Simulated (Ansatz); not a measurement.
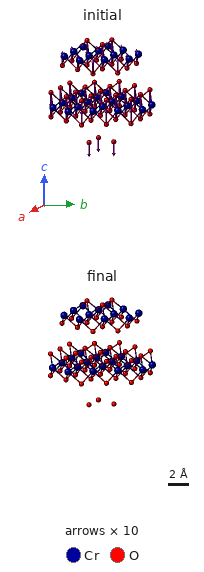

The structure of a crystal of CrO₂ (a generated structure, set up in R3m) (coarse preliminary run) before (top) and after (bottom) a relaxation, at one scale. The purple arrows give the displacements (the part carried along by the change of the cell is left out), magnified 10 times.

A ball-and-stick model of the atoms within 5.8 Å of the atom that moves most (axes of the conventional cell (3 times the calculation's cell)), seen slightly off an axis. Lengths and directions refer to the drawn axes.

Case: S → O, W → Cr on all its sites, cell and atoms relaxed.

Method: Ansatz 0.2.0, DFT PBEsol, scalar-relativistic, plane waves, PAW.

Input file:
```yaml
crystal:
  lattice:
    - [1.282094546, 0.7402176312, 5.2020509157]
    - [-1.282094546, 0.7402176312, 5.2020509157]
    - [0.0, -1.4804352625, 5.2020509157]
  atoms:
    - { symbol: Cr, position: [0.000671763, 0.000671763, 0.000671763] }
    - { symbol: O, position: [0.4158129169, 0.4158129169, 0.4158129169] }
    - { symbol: O, position: [0.2522153201, 0.2522153201, 0.2522153201] }
basis:
  ecutwfc: 420
kpoints:
  mp_grid: { grid: [12, 12, 12] }
hamiltonian:
  xc: pbesol
scf:
  occupations: { method: gaussian, width: 0.1 }
output:
  forces: true
  stress: true
  eigenvalues: true
relax:
  adjacent_minimum: "off"
  f_tol: 0.05
  max_steps: 60
  cell: { stress_tol: 0.5 }
```

Run as
```bash
ansatz run input.yaml --threads 1 --pin off --max-ram 2560MiB --backend cpu --events-out ev --progress --plain --runs-dir out
```

Q: What changed between the two?

A: Over 5 accepted moves (7 points after the start) the energy falls by 0.462 eV per cell of the calculation. The largest force component goes from 3.4 to 0.0053 eV/Å. The pressure goes from −17.15 to 0.18 GPa. At 2 points the geometry stayed and the basis and grid were re-selected for the new cell (energy shift of 5.4 meV per cell of the calculation at most each time). The largest moves relative to the cell, 0.15 Å, are those of O2 and O3. O2 goes along −c. Cr stays in place. The drawn cell changes as follows: a = b 2.564 → 2.588 Å (+0.9 %), c 15.606 → 15.921 Å (+2.0 %); the volume changes by +3.9 %. Some distances before and after: Cr1–O2 1.955 → 1.884 Å, Cr1–Cr1 2.564 → 2.588 Å. Among the angles between lasting bonds that change: O2–Cr1–O3 81.5° → 75.1°, Cr1–O2–Cr1 82.0° → 86.7°, O2–Cr1–O2 82.0° → 86.7°. The space group stays R3m (No. 160). The run took 3.9 min on 1 thread of Intel(R) Xeon(R) Processor @ 2.50GHz (Skylake/Cascade Lake), with other jobs on the host, peak memory 0.44 GiB.

Limits of the set-up: an element that often carries a moment was run without spin polarisation.
